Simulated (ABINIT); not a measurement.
# Dielectric calculation of SnO2 (part 2 of 3)

The same run, continued: SnO2 (R-3m, 3 atoms in the cell); Kohn-Sham DFT of a periodic cell, LDA, PseudoDojo NC SR LDA v0.4.1 standard, no spin polarisation (ABINIT 10.8.3); cutoff 952.4 eV, 6×6×6 k-mesh, fixed occupations. The structure derives from a Materials Project entry.

Geometry of the input (Å; fractional positions):
```
1.6171  0.9336  4.8006
-1.6171  0.9336  4.8006
0.0000  -1.8673  4.8006
Sn 0.5000  0.5000  0.5000
O  0.7628  0.7628  0.7628
O  0.2372  0.2372  0.2372
```

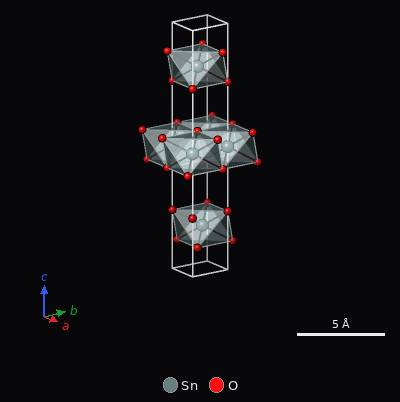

**Figure 1.** The input geometry (polyhedral view of the cell 3 times as large as that of the calculation, set on its symmetry axes, seen slightly off an axis; polyhedra are completed across the faces of the cell). An atom can appear more than once, as a periodic image.

Log, continued
```
--------------------------------------------------------------------------------
 Perturbation wavevector (in red.coord.)   0.000000  0.000000  0.000000
 Perturbation : derivative vs k along direction   1
 The set of symmetries contains only one element for this perturbation.
 symkpt : not enough symmetry to change the number of k points.

--------------------------------------------------------------------------------

--------------------------------------------------------------------------------

 Initialisation of the first-order wave-functions :
  ireadwf=   0

--- !BeginCycle
iteration_state: {dtset: 2, }
solver: {iscf: -3, nstep: 80, nline: 4, wfoptalg: 0, }
tolerances: {tolwfr: 1.00E-18, }
...

     iter   2DEtotal(Ha)        deltaE(Ha) residm    vres2
-ETOT  1  -65.357920241459     -6.536E+01 1.223E+00 0.000E+00
 ETOT  2  -65.741865725152     -3.839E-01 3.916E-02 0.000E+00
 ETOT  3  -65.762190150275     -2.032E-02 1.147E-02 0.000E+00
 ETOT  4  -65.763873777154     -1.684E-03 4.264E-04 0.000E+00
 ETOT  5  -65.764049804235     -1.760E-04 1.433E-04 0.000E+00
 ETOT  6  -65.764070223575     -2.042E-05 7.620E-06 0.000E+00
 ETOT  7  -65.764072782274     -2.559E-06 2.527E-06 0.000E+00
 ETOT  8  -65.764073119631     -3.374E-07 1.418E-07 0.000E+00
 ETOT  9  -65.764073166090     -4.646E-08 4.750E-08 0.000E+00
 ETOT 10  -65.764073172717     -6.626E-09 3.433E-09 0.000E+00
 ETOT 11  -65.764073173693     -9.766E-10 9.175E-10 0.000E+00
 ETOT 12  -65.764073173842     -1.483E-10 1.250E-10 0.000E+00
 ETOT 13  -65.764073173865     -2.322E-11 1.802E-11 0.000E+00
 ETOT 14  -65.764073173869     -3.723E-12 4.572E-12 0.000E+00
 ETOT 15  -65.764073173869     -6.111E-13 6.014E-13 0.000E+00
 ETOT 16  -65.764073173869     -1.279E-13 1.677E-13 0.000E+00
 ETOT 17  -65.764073173869      2.842E-14 2.198E-14 0.000E+00
 ETOT 18  -65.764073173869     -5.684E-14 6.168E-15 0.000E+00
 ETOT 19  -65.764073173869     -1.421E-14 8.060E-16 0.000E+00
 ETOT 20  -65.764073173869      4.263E-14 2.274E-16 0.000E+00
 ETOT 21  -65.764073173869     -7.105E-14 2.965E-17 0.000E+00
 ETOT 22  -65.764073173869      2.842E-14 8.404E-18 0.000E+00
 ETOT 23  -65.764073173869     -1.421E-14 1.094E-18 0.000E+00
 ETOT 24  -65.764073173869      0.000E+00 9.994E-19 0.000E+00

 At SCF step   24   max residual=  9.99E-19 < tolwfr=  1.00E-18 =>converged.
================================================================================

 ----iterations are completed or convergence reached----

 Mean square residual over all n,k,spin=   54.979E-20; max=  99.942E-20
 dfpt_looppert : ek2=    7.6049692207E+01
          f-sum rule ratio=    1.0006367499E+00
 Expectation of eigenvalue derivatives (hartree) for nkpt= 112  k points:
  (in case of degenerate eigenvalues, averaged derivative)
 kpt#   1, nband= 13, wtk=  0.00463, kpt=  0.0000  0.0000  0.0000 (reduced coord)
   0.00000    0.00000    0.00000    0.00000    0.00000    0.00000    0.00000   -0.00000
   0.00000    0.00000   -0.00000   -0.00000   -0.00000
 prteigrs : prtvol=0 or 1, do not print more k-points.

 2DEtotal=   -0.6576407317E+02 Ha. Also 2DEtotal=   -0.178953159624E+04 eV
    (  non-var. 2DEtotal :   -6.5764073170E+01 Ha)

--------------------------------------------------------------------------------
 Perturbation wavevector (in red.coord.)   0.000000  0.000000  0.000000
 Perturbation : derivative vs k along direction   2
 The set of symmetries contains only one element for this perturbation.
 symkpt : not enough symmetry to change the number of k points.

--------------------------------------------------------------------------------

--------------------------------------------------------------------------------

 Initialisation of the first-order wave-functions :
  ireadwf=   0

--- !BeginCycle
iteration_state: {dtset: 2, }
solver: {iscf: -3, nstep: 80, nline: 4, wfoptalg: 0, }
tolerances: {tolwfr: 1.00E-18, }
...

     iter   2DEtotal(Ha)        deltaE(Ha) residm    vres2
-ETOT  1  -65.361404380200     -6.536E+01 1.480E+00 0.000E+00
 ETOT  2  -65.742438030063     -3.810E-01 3.916E-02 0.000E+00
 ETOT  3  -65.762258243886     -1.982E-02 1.185E-02 0.000E+00
 ETOT  4  -65.763882678894     -1.624E-03 4.080E-04 0.000E+00
 ETOT  5  -65.764051000938     -1.683E-04 1.425E-04 0.000E+00
 ETOT  6  -65.764070391236     -1.939E-05 6.848E-06 0.000E+00
 ETOT  7  -65.764072806727     -2.415E-06 2.415E-06 0.000E+00
 ETOT  8  -65.764073123728     -3.170E-07 1.209E-07 0.000E+00
 ETOT  9  -65.764073167228     -4.350E-08 4.326E-08 0.000E+00
 ETOT 10  -65.764073173416     -6.188E-09 3.433E-09 0.000E+00
 ETOT 11  -65.764073174327     -9.105E-10 7.961E-10 0.000E+00
 ETOT 12  -65.764073174465     -1.381E-10 1.250E-10 0.000E+00
 ETOT 13  -65.764073174486     -2.157E-11 1.653E-11 0.000E+00
 ETOT 14  -65.764073174490     -3.453E-12 4.572E-12 0.000E+00
 ETOT 15  -65.764073174490     -5.684E-13 6.014E-13 0.000E+00
 ETOT 16  -65.764073174490     -5.684E-14 1.677E-13 0.000E+00
 ETOT 17  -65.764073174491     -7.105E-14 2.198E-14 0.000E+00
 ETOT 18  -65.764073174491      0.000E+00 6.168E-15 0.000E+00
 ETOT 19  -65.764073174491     -1.421E-14 8.060E-16 0.000E+00
 ETOT 20  -65.764073174491      4.263E-14 2.274E-16 0.000E+00
 ETOT 21  -65.764073174491     -4.263E-14 2.965E-17 0.000E+00
 ETOT 22  -65.764073174491      0.000E+00 8.404E-18 0.000E+00
 ETOT 23  -65.764073174491      1.421E-14 1.094E-18 0.000E+00
 ETOT 24  -65.764073174491      2.842E-14 9.999E-19 0.000E+00

 At SCF step   24   max residual=  1.00E-18 < tolwfr=  1.00E-18 =>converged.
================================================================================

 ----iterations are completed or convergence reached----

 Mean square residual over all n,k,spin=   55.187E-20; max=  99.990E-20
 dfpt_looppert : ek2=    7.6049692207E+01
          f-sum rule ratio=    1.0006367499E+00
 Expectation of eigenvalue derivatives (hartree) for nkpt= 112  k points:
  (in case of degenerate eigenvalues, averaged derivative)
 kpt#   1, nband= 13, wtk=  0.00463, kpt=  0.0000  0.0000  0.0000 (reduced coord)
   0.00000   -0.00000   -0.00000    0.00000    0.00000    0.00000   -0.00000   -0.00000
  -0.00000   -0.00000    0.00000    0.00000   -0.00000
 prteigrs : prtvol=0 or 1, do not print more k-points.

 2DEtotal=   -0.6576407317E+02 Ha. Also 2DEtotal=   -0.178953159626E+04 eV
    (  non-var. 2DEtotal :   -6.5764073171E+01 Ha)

--------------------------------------------------------------------------------
 Perturbation wavevector (in red.coord.)   0.000000  0.000000  0.000000
 Perturbation : derivative vs k along direction   3
 The set of symmetries contains only one element for this perturbation.
 symkpt : not enough symmetry to change the number of k points.

--------------------------------------------------------------------------------

--------------------------------------------------------------------------------

 Initialisation of the first-order wave-functions :
  ireadwf=   0

--- !BeginCycle
iteration_state: {dtset: 2, }
solver: {iscf: -3, nstep: 80, nline: 4, wfoptalg: 0, }
tolerances: {tolwfr: 1.00E-18, }
...

     iter   2DEtotal(Ha)        deltaE(Ha) residm    vres2
-ETOT  1  -65.353604028145     -6.535E+01 8.268E-01 0.000E+00
 ETOT  2  -65.741046160771     -3.874E-01 3.916E-02 0.000E+00
 ETOT  3  -65.762049791800     -2.100E-02 1.019E-02 0.000E+00
 ETOT  4  -65.763850003191     -1.800E-03 4.760E-04 0.000E+00
 ETOT  5  -65.764045923656     -1.959E-04 1.534E-04 0.000E+00
 ETOT  6  -65.764069598895     -2.368E-05 1.072E-05 0.000E+00
 ETOT  7  -65.764072679554     -3.081E-06 2.705E-06 0.000E+00
 ETOT  8  -65.764073099609     -4.201E-07 2.516E-07 0.000E+00
 ETOT  9  -65.764073159090     -5.948E-08 6.313E-08 0.000E+00
 ETOT 10  -65.764073167760     -8.670E-09 6.176E-09 0.000E+00
 ETOT 11  -65.764073169057     -1.297E-09 1.532E-09 0.000E+00
 ETOT 12  -65.764073169255     -1.983E-10 1.537E-10 0.000E+00
 ETOT 13  -65.764073169286     -3.101E-11 3.787E-11 0.000E+00
 ETOT 14  -65.764073169291     -4.974E-12 4.572E-12 0.000E+00
 ETOT 15  -65.764073169292     -7.674E-13 9.451E-13 0.000E+00
 ETOT 16  -65.764073169292     -1.421E-13 1.677E-13 0.000E+00
 ETOT 17  -65.764073169292     -4.263E-14 2.371E-14 0.000E+00
 ETOT 18  -65.764073169292      0.000E+00 6.168E-15 0.000E+00
 ETOT 19  -65.764073169292      1.421E-14 8.060E-16 0.000E+00
 ETOT 20  -65.764073169292      1.421E-14 2.274E-16 0.000E+00
 ETOT 21  -65.764073169292      0.000E+00 2.965E-17 0.000E+00
 ETOT 22  -65.764073169292      1.421E-14 8.404E-18 0.000E+00
 ETOT 23  -65.764073169292      0.000E+00 1.094E-18 0.000E+00
 ETOT 24  -65.764073169292     -1.421E-14 9.994E-19 0.000E+00

 At SCF step   24   max residual=  9.99E-19 < tolwfr=  1.00E-18 =>converged.
================================================================================

 ----iterations are completed or convergence reached----

 Mean square residual over all n,k,spin=   55.081E-20; max=  99.942E-20
 dfpt_looppert : ek2=    7.6049692204E+01
          f-sum rule ratio=    1.0006367498E+00
 Expectation of eigenvalue derivatives (hartree) for nkpt= 112  k points:
  (in case of degenerate eigenvalues, averaged derivative)
 kpt#   1, nband= 13, wtk=  0.00463, kpt=  0.0000  0.0000  0.0000 (reduced coord)
   0.00000    0.00000    0.00000    0.00000    0.00000    0.00000   -0.00000    0.00000
  -0.00000   -0.00000   -0.00000   -0.00000   -0.00000
 prteigrs : prtvol=0 or 1, do not print more k-points.

 2DEtotal=   -0.6576407317E+02 Ha. Also 2DEtotal=   -0.178953159612E+04 eV
    (  non-var. 2DEtotal :   -6.5764073166E+01 Ha)
================================================================================

 ---- first-order wavefunction calculations are completed ----

 Total localisation tensor (bohr^2) in cartesian coordinates
  WARNING : still subject to testing - especially symmetries.
      direction              matrix element
   alpha     beta       real part   imaginary part
     1        1       0.5022059875   -0.0000000000
     1        2      -0.0000000001   -0.0000000000
     1        3      -0.0000000003   -0.0000000000
     2        1      -0.0000000001   -0.0000000000
     2        2       0.5022059877   -0.0000000000
     2        3      -0.0000000003    0.0000000000
     3        1      -0.0000000003   -0.0000000000
     3        2      -0.0000000003    0.0000000000
     3        3       6.6388493006   -0.0000000000

 respfn : d/dk was computed, but no 2DTE, so no DDB output.

================================================================================
== DATASET  3 ==================================================================

--- !DatasetInfo
iteration_state: {dtset: 3, }
dimensions: {natom: 3, nkpt: 112, mband: 13, nsppol: 1, nspinor: 1, nspden: 1, mpw: 2922, }
cutoff_energies: {ecut:  35.0, pawecutdg:  -1.0, }
electrons: {nelect:   2.60000000E+01, charge:   0.00000000E+00, occopt:   1.00000000E+00, tsmear:   1.00000000E-02, }
meta: {optdriver: 1, rfelfd: 3, }
...

 mkfilename : getwfk/=0, take file _WFK from output of DATASET   1.

 mkfilename : getddk/=0, take file _1WF from output of DATASET   2.

 Exchange-correlation functional for the present dataset will be:
  LDA: Perdew-Wang 92 LSD fit to Ceperley-Alder data - ixc=7
  J.P.Perdew and Y.Wang, PRB 45, 13244 (1992)

 Real(R)+Recip(G) space primitive vectors, cartesian coordinates (Bohr,Bohr^-1):
 R(1)=  3.0558630  1.7643033  9.0718052  G(1)=  0.1636199  0.0944660  0.0367439
 R(2)= -3.0558630  1.7643033  9.0718052  G(2)= -0.1636199  0.0944660  0.0367439
 R(3)=  0.0000000 -3.5286067  9.0718052  G(3)=  0.0000000 -0.1889320  0.0367439
 Unit cell volume ucvol=  2.9346216E+02 bohr^3
 Angles (23,13,12)=  3.65937182E+01  3.65937182E+01  3.65937182E+01 degrees
 setup1 : take into account q-point for computing boxcut.

 getcut: wavevector=  0.0000  0.0000  0.0000  ngfft=  54  54  54
         ecut(hartree)=     35.000   => boxcut(ratio)=   2.08367
--------------------------------------------------------------------------------

 ==>  initialize data related to q vector <==

 The list of irreducible perturbations for this q vector is:
    1)    idir= 1    ipert=   5

================================================================================

 The perturbation idir=   2  ipert=   5 is
 symmetric of a previously calculated perturbation.
 So, its SCF calculation is not needed.

 The perturbation idir=   3  ipert=   5 is
 symmetric of a previously calculated perturbation.
 So, its SCF calculation is not needed.

--------------------------------------------------------------------------------
 Perturbation wavevector (in red.coord.)   0.000000  0.000000  0.000000
 Perturbation : homogeneous electric field along direction   1
 The set of symmetries contains only one element for this perturbation.
 symkpt : not enough symmetry to change the number of k points.

--------------------------------------------------------------------------------

--------------------------------------------------------------------------------

 Initialisation of the first-order wave-functions :
  ireadwf=   0

--- !BeginCycle
iteration_state: {dtset: 3, }
solver: {iscf: 7, nstep: 80, nline: 4, wfoptalg: 0, }
tolerances: {tolvrs: 1.00E-09, }
...

     iter   2DEtotal(Ha)        deltaE(Ha) residm    vres2
-ETOT  1  -116.08652537452     -1.161E+02 3.364E+01 5.323E+04
 ETOT  2  -113.02111177852      3.065E+00 7.494E-01 7.109E+04
 ETOT  3  -122.18752367129     -9.166E+00 1.704E-01 1.016E+04
 ETOT  4  -123.65943353925     -1.472E+00 1.777E-02 3.849E+02
 ETOT  5  -123.70158712382     -4.215E-02 2.600E-03 2.854E+01
 ETOT  6  -123.70534751346     -3.760E-03 3.398E-04 3.118E+00
 ETOT  7  -123.70590859778     -5.611E-04 6.169E-05 7.150E-02
 ETOT  8  -123.70592264145     -1.404E-05 6.527E-06 7.132E-04
 ETOT  9  -123.70592359126     -9.498E-07 1.856E-06 1.097E-04
 ETOT 10  -123.70592372480     -1.335E-07 2.048E-07 3.467E-05
 ETOT 11  -123.70592374797     -2.317E-08 6.200E-08 1.443E-06
 ETOT 12  -123.70592375089     -2.916E-09 7.078E-09 5.888E-07
 ETOT 13  -123.70592375142     -5.276E-10 2.108E-09 1.431E-08
 ETOT 14  -123.70592375149     -7.203E-11 2.443E-10 1.571E-08
 ETOT 15  -123.70592375151     -1.674E-11 7.178E-11 4.733E-10

 At SCF step   15       vres2   =  4.73E-10 < tolvrs=  1.00E-09 =>converged.
-open ddk wf file :runo_DS2_1WF10
-open ddk wf file :runo_DS2_1WF11
-open ddk wf file :runo_DS2_1WF12
================================================================================

 ----iterations are completed or convergence reached----

 Mean square residual over all n,k,spin=   67.367E-15; max=  71.781E-12

 2DEtotal=   -0.1237059238E+03 Ha. Also 2DEtotal=   -0.336620967212E+04 eV
    (  non-var. 2DEtotal :   -1.2370592202E+02 Ha)
================================================================================

 ---- first-order wavefunction calculations are completed ----

 ==> Compute Derivative Database <==
 The violation of the charge neutrality conditions
 by the effective charges is as follows :
    atom        electric field
 displacement     direction
       1               1       -0.017097        0.000000
       1               2        0.000000        0.000000
       1               3        0.000000        0.000000
       2               1       -0.000000        0.000000
       2               2       -0.017097        0.000000
       2               3        0.000000        0.000000
       3               1       -0.000000        0.000000
       3               2       -0.000000        0.000000
       3               3       -0.002229        0.000000

 Effective charge tensors after
 imposition of the charge neutrality (if requested by user),
 and eventual restriction to some part :
   atom    displacement
         1         1    4.537168E+00    5.251681E-17    3.812681E-16
         1         2   -2.285494E-16    4.537168E+00    3.008698E-15
         1         3   -9.466925E-17   -4.825036E-17    1.936417E+00
         2         1   -2.268584E+00    1.190652E-16   -1.906341E-16
         2         2    1.142747E-16   -2.268584E+00   -1.504349E-15
         2         3    4.733463E-17    8.939543E-17   -9.682085E-01
         3         1   -2.268584E+00   -1.715821E-16   -1.906341E-16
         3         2    1.142747E-16   -2.268584E+00   -1.504349E-15
         3         3    4.733463E-17   -4.114506E-17   -9.682085E-01
 Now, the imaginary part of the dynamical matrix is zeroed

  Dielectric tensor, in cartesian coordinates,
     j1       j2             matrix element
  dir pert dir pert     real part    imaginary part

   1    5   1    5         4.6867943254        -0.0000000000

   2    5   2    5         4.6867943257        -0.0000000000

   3    5   3    5         2.9102192660        -0.0000000000

  Effective charges, in cartesian coordinates,
  (from electric field response)
   if specified in the inputs, charge neutrality has been imposed
     j1       j2             matrix element
  dir pert dir pert     real part    imaginary part

   1    1   1    5         4.5371676962         0.0000000000
   1    2   1    5        -2.2685838478         0.0000000000
   1    3   1    5        -2.2685838478         0.0000000000

   2    1   2    5         4.5371676962         0.0000000000
   2    2   2    5        -2.2685838478         0.0000000000
   2    3   2    5        -2.2685838478         0.0000000000

   3    1   3    5         1.9364169060         0.0000000000
   3    2   3    5        -0.9682084530         0.0000000000
   3    3   3    5        -0.9682084530         0.0000000000

== END DATASET(S) ==============================================================
================================================================================

 -outvars: echo values of variables after computation  --------
            acell      1.8897261259E+00  1.8897261259E+00  1.8897261259E+00 Bohr
           etotal1    -1.1159518507E+02
           etotal2    -6.5764073169E+01
           etotal3    -1.2370592375E+02
            fcart1    -0.0000000000E+00 -0.0000000000E+00 -0.0000000000E+00
                       6.1450073343E-18  2.5189022528E-18  1.2852292691E-02
                      -6.1450073343E-18 -2.5189022528E-18 -1.2852292691E-02
            fcart3     0.0000000000E+00  0.0000000000E+00  0.0000000000E+00
                       0.0000000000E+00  0.0000000000E+00  0.0000000000E+00
                       0.0000000000E+00  0.0000000000E+00  0.0000000000E+00
            rprim      1.6170930752E+00  9.3362912230E-01  4.8005925840E+00
                      -1.6170930752E+00  9.3362912230E-01  4.8005925840E+00
                       0.0000000000E+00 -1.8672582446E+00  4.8005925840E+00
           strten1     3.6613368169E-04  3.6613368083E-04  2.9474214846E-04
                       0.0000000000E+00  0.0000000000E+00  0.0000000000E+00
           strten3     0.0000000000E+00  0.0000000000E+00  0.0000000000E+00
                       0.0000000000E+00  0.0000000000E+00  0.0000000000E+00
           xangst      2.7734246398E-17 -1.3847289847E-17  7.2008888760E+00
                      -2.9264580480E-16 -3.3510088449E-18  1.0986108123E+01
                       9.4785868410E-18 -3.5726360785E-18  3.4156696294E+00
             xred      5.0000000000E-01  5.0000000000E-01  5.0000000000E-01
                       7.6283000000E-01  7.6283000000E-01  7.6283000000E-01
                       2.3717000000E-01  2.3717000000E-01  2.3717000000E-01
 Calculation completed.
```

File anaddb.abo
```
.Version 10.8.3 of ANADDB
================================================================================

 -outvars_anaddb: echo values of input variables ----------------------

 Flags :
     dieflag         2
 Miscellaneous information :
         asr         1

================================================================================

 read the DDB information and perform some checks

  ==== Info on the Cryst% object ====
 Real(R)+Recip(G) space primitive vectors, cartesian coordinates (Bohr,Bohr^-1):
 R(1)=  3.0558630  1.7643033  9.0718052  G(1)=  0.1636199  0.0944660  0.0367439
 R(2)= -3.0558630  1.7643033  9.0718052  G(2)= -0.1636199  0.0944660  0.0367439
 R(3)=  0.0000000 -3.5286067  9.0718052  G(3)=  0.0000000 -0.1889320  0.0367439
 Unit cell volume ucvol=  2.9346216E+02 bohr^3
 Angles (23,13,12)=  3.65937182E+01  3.65937182E+01  3.65937182E+01 degrees
 Time-reversal symmetry is present
 Reduced atomic positions [iatom, xred, symbol]:
    1)    0.5000000  0.5000000  0.5000000  Sn
    2)    0.7628300  0.7628300  0.7628300   O
    3)    0.2371700  0.2371700  0.2371700   O

 DDB file with 3 blocks has been read.

================================================================================

 Dielectric Tensor and Effective Charges

 anaddb : Zero the imaginary part of the Dynamical Matrix at Gamma,
   and impose the ASR on the effective charges
```
